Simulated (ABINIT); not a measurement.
# Run report: PbS, geometry relaxation (part 2 of 2)

Continued. System: PbS (2 atoms in the cell). Method: Kohn-Sham DFT of a periodic cell, PBEsol, PseudoDojo NC SR PBEsol v0.4.1 standard, no spin polarisation (ABINIT 10.8.3); cutoff 761.92 eV, 6×6×6 k-mesh, fermi-dirac of 0.05 eV. The structure derives from an entry of the Crystallography Open Database.

Geometry of the input (Å; fractional positions):
```
0.0000  2.9657  2.9657
2.9657  0.0000  2.9657
2.9657  2.9657  0.0000
Pb 0.0000  0.0000  0.0000
S  0.5000  0.5000  0.5000
```

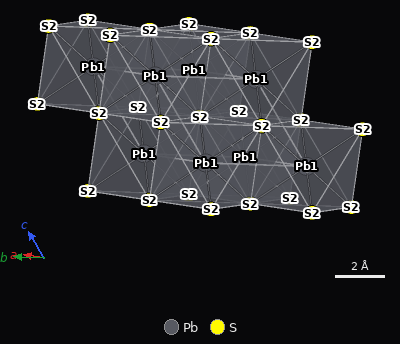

Fig. 1: The geometry at step 2 of the log (polyhedral view of the cell of the calculation, seen at an oblique angle; polyhedra are completed across the faces of the cell; atoms are numbered from 1 in the order of the input).

Output, continued
```
 Cartesian coordinates (xcart) [bohr]
  0.00000000000000E+00  0.00000000000000E+00  0.00000000000000E+00
  5.59956987296828E+00  5.59956987296828E+00  5.59956987296828E+00
 Reduced coordinates (xred)
  0.00000000000000E+00  0.00000000000000E+00  0.00000000000000E+00
  5.00000000000000E-01  5.00000000000000E-01  5.00000000000000E-01
 Cartesian forces (fcart) [Ha/bohr]; max,rms= 0.00000E+00 0.00000E+00 (free atoms)
 -0.00000000000000E+00 -0.00000000000000E+00 -0.00000000000000E+00
 -0.00000000000000E+00 -0.00000000000000E+00 -0.00000000000000E+00
 Gradient of E wrt nuclear positions in reduced coordinates (gred)
  0.00000000000000E+00  0.00000000000000E+00  0.00000000000000E+00
  0.00000000000000E+00  0.00000000000000E+00  0.00000000000000E+00
 Scale of Primitive Cell (acell) [bohr]
  7.91898765780753E+00  7.91898765780753E+00  7.91898765780753E+00
 Real space primitive translations (rprimd) [bohr]
  0.00000000000000E+00  5.59956987296828E+00  5.59956987296828E+00
  5.59956987296828E+00  0.00000000000000E+00  5.59956987296828E+00
  5.59956987296828E+00  5.59956987296828E+00  0.00000000000000E+00
 Unitary Cell Volume (ucvol) [Bohr^3]=  3.51151073513864E+02
 Angles (23,13,12)= [degrees]
  6.00000000000000E+01  6.00000000000000E+01  6.00000000000000E+01
 Lengths [Bohr]
  7.91898765780753E+00  7.91898765780753E+00  7.91898765780753E+00
 Stress tensor in cartesian coordinates (strten) [Ha/bohr^3]
  2.40970674292330E-05  0.00000000000000E+00  0.00000000000000E+00
  0.00000000000000E+00  2.40970674292348E-05  0.00000000000000E+00
  0.00000000000000E+00  0.00000000000000E+00  2.40970674292313E-05
 Total energy (etotal) [Ha]= -8.13259338466527E+01

 Difference of energy with previous step (new-old):
           Absolute (Ha)=-2.44516E-05
           Relative     =-3.00661E-07

--- Iteration: ( 3/50) Internal Cycle: (1/1)
--------------------------------------------------------------------------------

---SELF-CONSISTENT-FIELD CONVERGENCE--------------------------------------------

--- !BeginCycle
iteration_state: {dtset: 1, itime: 3, icycle: 1, }
solver: {iscf: 7, nstep: 80, nline: 4, wfoptalg: 0, }
tolerances: {tolvrs: 1.00E-12, }
...

     iter   Etot(hartree)      deltaE(h)  residm     vres2
 ETOT  1  -81.324931821712    -8.132E+01 3.766E-04 1.372E+01
 ETOT  2  -81.325897267447    -9.654E-04 1.828E-05 6.747E-01
 ETOT  3  -81.325971718780    -7.445E-05 1.891E-05 1.736E-01
 ETOT  4  -81.325985726741    -1.401E-05 3.431E-06 5.825E-03
 ETOT  5  -81.325986309935    -5.832E-07 1.088E-06 1.626E-04
 ETOT  6  -81.325986326651    -1.672E-08 1.858E-06 3.048E-06
 ETOT  7  -81.325986326852    -2.010E-10 5.377E-07 2.331E-08
 ETOT  8  -81.325986326853    -1.279E-12 1.210E-06 2.242E-10
 ETOT  9  -81.325986326852     1.322E-12 3.550E-07 2.572E-12
 ETOT 10  -81.325986326854    -2.274E-12 8.411E-07 1.594E-14

 At SCF step   10       vres2   =  1.59E-14 < tolvrs=  1.00E-12 =>converged.

 Cartesian components of stress tensor (hartree/bohr^3)
  sigma(1 1)= -3.62864420E-07  sigma(3 2)=  0.00000000E+00
  sigma(2 2)= -3.62864420E-07  sigma(3 1)=  0.00000000E+00
  sigma(3 3)= -3.62864420E-07  sigma(2 1)=  0.00000000E+00

--- !ResultsGS
iteration_state: {dtset: 1, itime: 3, icycle: 1, }
comment   : Summary of ground state results
lattice_vectors:
- [  0.0000000,   5.5761916,   5.5761916, ]
- [  5.5761916,   0.0000000,   5.5761916, ]
- [  5.5761916,   5.5761916,   0.0000000, ]
lattice_lengths: [   7.88593,    7.88593,    7.88593, ]
lattice_angles: [ 60.000,  60.000,  60.000, ] # degrees, (23, 13, 12)
lattice_volume:   3.4677123E+02
convergence: {deltae: -2.274E-12, res2:  1.594E-14, residm:  8.411E-07, diffor: null, }
etotal    :  -8.13259863E+01
entropy   :   0.00000000E+00
fermie    :   1.75255950E-01
cartesian_stress_tensor: # hartree/bohr^3
- [ -3.62864420E-07,   0.00000000E+00,   0.00000000E+00, ]
- [  0.00000000E+00,  -3.62864420E-07,   0.00000000E+00, ]
- [  0.00000000E+00,   0.00000000E+00,  -3.62864420E-07, ]
pressure_GPa:   1.0676E-02
xred      :
- [  0.0000E+00,   0.0000E+00,   0.0000E+00, Pb]
- [  5.0000E-01,   5.0000E-01,   5.0000E-01,  S]
cartesian_forces: # hartree/bohr
- [ -0.00000000E+00,  -0.00000000E+00,  -0.00000000E+00, ]
- [ -0.00000000E+00,  -0.00000000E+00,  -0.00000000E+00, ]
force_length_stats: {min:   0.00000000E+00, max:   0.00000000E+00, mean:   0.00000000E+00, }
...

 Integrated electronic density in atomic spheres:
 ------------------------------------------------
 Atom  Sphere_radius  Integrated_density
    1        2.00000         10.04971002
    2        2.00000          3.82860922

---OUTPUT-----------------------------------------------------------------------

 Cartesian coordinates (xcart) [bohr]
  0.00000000000000E+00  0.00000000000000E+00  0.00000000000000E+00
  5.57619158013645E+00  5.57619158013645E+00  5.57619158013645E+00
 Reduced coordinates (xred)
  0.00000000000000E+00  0.00000000000000E+00  0.00000000000000E+00
  5.00000000000000E-01  5.00000000000000E-01  5.00000000000000E-01
 Cartesian forces (fcart) [Ha/bohr]; max,rms= 0.00000E+00 0.00000E+00 (free atoms)
 -0.00000000000000E+00 -0.00000000000000E+00 -0.00000000000000E+00
 -0.00000000000000E+00 -0.00000000000000E+00 -0.00000000000000E+00
 Gradient of E wrt nuclear positions in reduced coordinates (gred)
  0.00000000000000E+00  0.00000000000000E+00  0.00000000000000E+00
  0.00000000000000E+00  0.00000000000000E+00  0.00000000000000E+00
 Scale of Primitive Cell (acell) [bohr]
  7.88592575901963E+00  7.88592575901963E+00  7.88592575901963E+00
 Real space primitive translations (rprimd) [bohr]
  0.00000000000000E+00  5.57619158013645E+00  5.57619158013645E+00
  5.57619158013645E+00  0.00000000000000E+00  5.57619158013645E+00
  5.57619158013645E+00  5.57619158013645E+00  0.00000000000000E+00
 Unitary Cell Volume (ucvol) [Bohr^3]=  3.46771226580080E+02
 Angles (23,13,12)= [degrees]
  6.00000000000000E+01  6.00000000000000E+01  6.00000000000000E+01
 Lengths [Bohr]
  7.88592575901963E+00  7.88592575901963E+00  7.88592575901963E+00
 Stress tensor in cartesian coordinates (strten) [Ha/bohr^3]
 -3.62864420063586E-07  0.00000000000000E+00  0.00000000000000E+00
  0.00000000000000E+00 -3.62864420067055E-07  0.00000000000000E+00
  0.00000000000000E+00  0.00000000000000E+00 -3.62864420065320E-07
 Total energy (etotal) [Ha]= -8.13259863268541E+01

 Difference of energy with previous step (new-old):
           Absolute (Ha)=-5.24802E-05
           Relative     =-6.45307E-07

--- Iteration: ( 4/50) Internal Cycle: (1/1)
--------------------------------------------------------------------------------

---SELF-CONSISTENT-FIELD CONVERGENCE--------------------------------------------

--- !BeginCycle
iteration_state: {dtset: 1, itime: 4, icycle: 1, }
solver: {iscf: 7, nstep: 80, nline: 4, wfoptalg: 0, }
tolerances: {tolvrs: 1.00E-12, }
...

     iter   Etot(hartree)      deltaE(h)  residm     vres2
 ETOT  1  -81.325986110410    -8.133E+01 5.691E-07 2.968E-03
 ETOT  2  -81.325986319922    -2.095E-07 4.150E-07 1.403E-04
 ETOT  3  -81.325986335469    -1.555E-08 1.290E-07 3.688E-05
 ETOT  4  -81.325986338424    -2.954E-09 3.023E-07 1.282E-06
 ETOT  5  -81.325986338557    -1.334E-10 9.191E-08 3.526E-08
 ETOT  6  -81.325986338559    -2.188E-12 2.153E-07 6.091E-10
 ETOT  7  -81.325986338558     1.180E-12 6.542E-08 4.508E-12
 ETOT  8  -81.325986338562    -3.411E-12 1.537E-07 4.256E-14

 At SCF step    8       vres2   =  4.26E-14 < tolvrs=  1.00E-12 =>converged.

 Cartesian components of stress tensor (hartree/bohr^3)
  sigma(1 1)=  3.92391771E-09  sigma(3 2)=  0.00000000E+00
  sigma(2 2)=  3.92391771E-09  sigma(3 1)=  0.00000000E+00
  sigma(3 3)=  3.92391772E-09  sigma(2 1)=  0.00000000E+00

--- !ResultsGS
iteration_state: {dtset: 1, itime: 4, icycle: 1, }
comment   : Summary of ground state results
lattice_vectors:
- [  0.0000000,   5.5765341,   5.5765341, ]
- [  5.5765341,   0.0000000,   5.5765341, ]
- [  5.5765341,   5.5765341,   0.0000000, ]
lattice_lengths: [   7.88641,    7.88641,    7.88641, ]
lattice_angles: [ 60.000,  60.000,  60.000, ] # degrees, (23, 13, 12)
lattice_volume:   3.4683514E+02
convergence: {deltae: -3.411E-12, res2:  4.256E-14, residm:  1.537E-07, diffor: null, }
etotal    :  -8.13259863E+01
entropy   :   0.00000000E+00
fermie    :   1.75178993E-01
cartesian_stress_tensor: # hartree/bohr^3
- [  3.92391771E-09,   0.00000000E+00,   0.00000000E+00, ]
- [  0.00000000E+00,   3.92391771E-09,   0.00000000E+00, ]
- [  0.00000000E+00,   0.00000000E+00,   3.92391772E-09, ]
pressure_GPa:  -1.1545E-04
xred      :
- [  0.0000E+00,   0.0000E+00,   0.0000E+00, Pb]
- [  5.0000E-01,   5.0000E-01,   5.0000E-01,  S]
cartesian_forces: # hartree/bohr
- [ -0.00000000E+00,  -0.00000000E+00,  -0.00000000E+00, ]
- [ -0.00000000E+00,  -0.00000000E+00,  -0.00000000E+00, ]
force_length_stats: {min:   0.00000000E+00, max:   0.00000000E+00, mean:   0.00000000E+00, }
...

 Integrated electronic density in atomic spheres:
 ------------------------------------------------
 Atom  Sphere_radius  Integrated_density
    1        2.00000         10.05015905
    2        2.00000          3.82894133

---OUTPUT-----------------------------------------------------------------------

 Cartesian coordinates (xcart) [bohr]
  0.00000000000000E+00  0.00000000000000E+00  0.00000000000000E+00
  5.57653413596335E+00  5.57653413596335E+00  5.57653413596335E+00
 Reduced coordinates (xred)
  0.00000000000000E+00  0.00000000000000E+00  0.00000000000000E+00
  5.00000000000000E-01  5.00000000000000E-01  5.00000000000000E-01
 Cartesian forces (fcart) [Ha/bohr]; max,rms= 0.00000E+00 0.00000E+00 (free atoms)
 -0.00000000000000E+00 -0.00000000000000E+00 -0.00000000000000E+00
 -0.00000000000000E+00 -0.00000000000000E+00 -0.00000000000000E+00
 Gradient of E wrt nuclear positions in reduced coordinates (gred)
  0.00000000000000E+00  0.00000000000000E+00  0.00000000000000E+00
  0.00000000000000E+00  0.00000000000000E+00  0.00000000000000E+00
 Scale of Primitive Cell (acell) [bohr]
  7.88641020611590E+00  7.88641020611590E+00  7.88641020611590E+00
 Real space primitive translations (rprimd) [bohr]
  0.00000000000000E+00  5.57653413596335E+00  5.57653413596335E+00
  5.57653413596335E+00  0.00000000000000E+00  5.57653413596335E+00
  5.57653413596335E+00  5.57653413596335E+00  0.00000000000000E+00
 Unitary Cell Volume (ucvol) [Bohr^3]=  3.46835138911699E+02
 Angles (23,13,12)= [degrees]
  6.00000000000000E+01  6.00000000000000E+01  6.00000000000000E+01
 Lengths [Bohr]
  7.88641020611590E+00  7.88641020611590E+00  7.88641020611590E+00
 Stress tensor in cartesian coordinates (strten) [Ha/bohr^3]
  3.92391770985545E-09  0.00000000000000E+00  0.00000000000000E+00
  0.00000000000000E+00  3.92391771332490E-09  0.00000000000000E+00
  0.00000000000000E+00  0.00000000000000E+00  3.92391771852907E-09
 Total energy (etotal) [Ha]= -8.13259863385617E+01

 Difference of energy with previous step (new-old):
           Absolute (Ha)=-1.17076E-08
           Relative     =-1.43958E-10

 At Broyd/MD step   4, gradients are converged :
  max grad (force/stress) = 3.9239E-07 < tolmxf= 2.0000E-05 ha/bohr (free atoms)

================================================================================

 ----iterations are completed or convergence reached----

 Mean square residual over all n,k,spin=   78.135E-11; max=  15.371E-08
 reduced coordinates (array xred) for    2 atoms
       0.000000000000      0.000000000000      0.000000000000
       0.500000000000      0.500000000000      0.500000000000
 rms dE/dt=  0.0000E+00; max dE/dt=  0.0000E+00; dE/dt below (all hartree)
    1       0.000000000000      0.000000000000      0.000000000000
    2       0.000000000000      0.000000000000      0.000000000000

 cartesian coordinates (angstrom) at end:
    1      0.00000000000000     0.00000000000000     0.00000000000000
    2      2.95097477857248     2.95097477857248     2.95097477857248

 cartesian forces (hartree/bohr) at end:
    1     -0.00000000000000    -0.00000000000000    -0.00000000000000
    2     -0.00000000000000    -0.00000000000000    -0.00000000000000
 frms,max,avg= 0.0000000E+00 0.0000000E+00   0.000E+00  0.000E+00  0.000E+00 h/b

 cartesian forces (eV/Angstrom) at end:
    1     -0.00000000000000    -0.00000000000000    -0.00000000000000
    2     -0.00000000000000    -0.00000000000000    -0.00000000000000
 frms,max,avg= 0.0000000E+00 0.0000000E+00   0.000E+00  0.000E+00  0.000E+00 e/A
 length scales=  7.886410206116  7.886410206116  7.886410206116 bohr
              =  4.173308554078  4.173308554078  4.173308554078 angstroms
 Fermi (or HOMO) energy (hartree) =   0.17518   Average Vxc (hartree)=  -0.37497
 Eigenvalues (hartree) for nkpt=  16  k points:
 kpt#   1, nband= 14, wtk=  0.00463, kpt=  0.0000  0.0000  0.0000 (reduced coord)
  -0.44511   -0.44511   -0.44511   -0.44462   -0.44462   -0.33405   -0.05090    0.08871
   0.08871    0.08871    0.36219    0.36219    0.36219    0.41259
      occupation numbers for kpt#   1
   2.00000    2.00000    2.00000    2.00000    2.00000    2.00000    2.00000    2.00000
   2.00000    2.00000    0.00000    0.00000    0.00000    0.00000
 prteigrs : prtvol=0 or 1, do not print more k-points.

--- !EnergyTerms
iteration_state     : {dtset: 1, itime: 4, icycle: 1, }
comment             : Components of total free energy in Hartree
kinetic             :  3.83813975019453E+01
hartree             :  1.50628309896790E+01
xc                  : -2.29595426545840E+01
Ewald energy        : -5.58932795644670E+01
psp_core            :  3.05881089185767E+00
local_psp           : -4.61320571577088E+01
non_local_psp       : -1.28440985848799E+01
internal            : -8.13259385781577E+01
'-kT*entropy'       : -4.77604039433483E-05
total_energy        : -8.13259863385617E+01
total_energy_eV     : -2.21299282609398E+03
band_energy         : -4.82998255500707E+00
...

 Cartesian components of stress tensor (hartree/bohr^3)
  sigma(1 1)=  3.92391771E-09  sigma(3 2)=  0.00000000E+00
  sigma(2 2)=  3.92391771E-09  sigma(3 1)=  0.00000000E+00
  sigma(3 3)=  3.92391772E-09  sigma(2 1)=  0.00000000E+00

-Cartesian components of stress tensor (GPa)         [Pressure= -1.1545E-04 GPa]
- sigma(1 1)=  1.15445645E-04  sigma(3 2)=  0.00000000E+00
- sigma(2 2)=  1.15445645E-04  sigma(3 1)=  0.00000000E+00
- sigma(3 3)=  1.15445645E-04  sigma(2 1)=  0.00000000E+00

== END DATASET(S) ==============================================================
================================================================================

 -outvars: echo values of variables after computation  --------
            acell      7.8864102061E+00  7.8864102061E+00  7.8864102061E+00 Bohr
           etotal     -8.1325986339E+01
            fcart     -0.0000000000E+00 -0.0000000000E+00 -0.0000000000E+00
                      -0.0000000000E+00 -0.0000000000E+00 -0.0000000000E+00
            rprim      0.0000000000E+00  7.0710678119E-01  7.0710678119E-01
                       7.0710678119E-01  0.0000000000E+00  7.0710678119E-01
                       7.0710678119E-01  7.0710678119E-01  0.0000000000E+00
           strten      3.9239177099E-09  3.9239177133E-09  3.9239177185E-09
                       0.0000000000E+00  0.0000000000E+00  0.0000000000E+00
           xangst      0.0000000000E+00  0.0000000000E+00  0.0000000000E+00
                       2.9509747786E+00  2.9509747786E+00  2.9509747786E+00
             xred      0.0000000000E+00  0.0000000000E+00  0.0000000000E+00
                       5.0000000000E-01  5.0000000000E-01  5.0000000000E-01
 Calculation completed.
```

Trajectory as extended XYZ (Å, eV, eV/Å), 4 frames, from step=0 to step=3
```
2
Lattice="0.0000 2.9657 2.9657 2.9657 0.0000 2.9657 2.9657 2.9657 0.0000" Properties=species:S:1:pos:R:3:forces:R:3 step=0 energy=-2212.99073
Pb    0.0000    0.0000    0.0000    0.0000   0.0000   0.0000
S     2.9657    2.9657    2.9657    0.0000   0.0000   0.0000
2
Lattice="0.0000 2.9632 2.9632 2.9632 0.0000 2.9632 2.9632 2.9632 0.0000" Properties=species:S:1:pos:R:3:forces:R:3 step=1 energy=-2212.99140
Pb    0.0000    0.0000    0.0000    0.0000   0.0000   0.0000
S     2.9632    2.9632    2.9632    0.0000   0.0000   0.0000
2
Lattice="0.0000 2.9508 2.9508 2.9508 0.0000 2.9508 2.9508 2.9508 0.0000" Properties=species:S:1:pos:R:3:forces:R:3 step=2 energy=-2212.99283
Pb    0.0000    0.0000    0.0000    0.0000   0.0000   0.0000
S     2.9508    2.9508    2.9508    0.0000   0.0000   0.0000
2
Lattice="0.0000 2.9510 2.9510 2.9510 0.0000 2.9510 2.9510 2.9510 0.0000" Properties=species:S:1:pos:R:3:forces:R:3 step=3 energy=-2212.99283
Pb    0.0000    0.0000    0.0000    0.0000   0.0000   0.0000
S     2.9510    2.9510    2.9510    0.0000   0.0000   0.0000
```

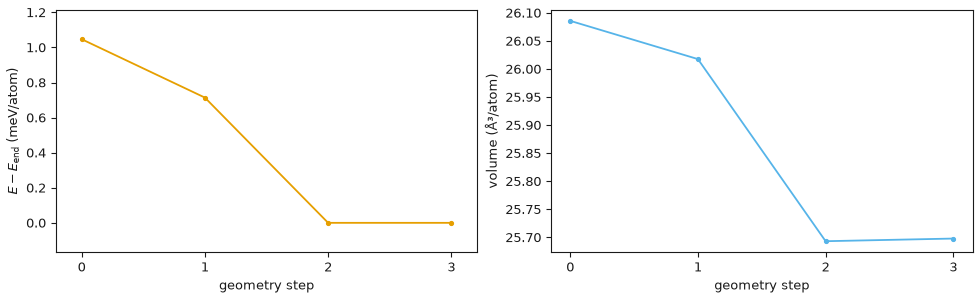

Fig. 2: Progress of the relaxation, step by step (steps are counted from 0). The energy falls by 1.0 meV per atom in 3 geometry steps. All forces vanish by symmetry, so only the cell relaxes. The atoms keep their places relative to the cell (all moves are under 0.005 Å). 

Summary

```tsv
quantity	value
outcome	converged
space group (tolerance 0.01 Å)	Fm-3m (225)
electrons treated	20
free energy	−2212.9928 eV
Fermi energy	4.767 eV
gap on the k-point mesh	0.21 eV
pressure	0.00 GPa
final volume	51.40 Å³
largest force (length of the vector) at the end	under 0.001 eV/Å
final cell	a = 4.173 Å, b = 4.173 Å, c = 4.173 Å, α = 60.00°, β = 60.00°, γ = 60.00°
wall time	24 s (CPU time 94 s)
peak memory	0.36 GiB
```

Remarks

Spin–orbit coupling is left out, which matters for Pb.
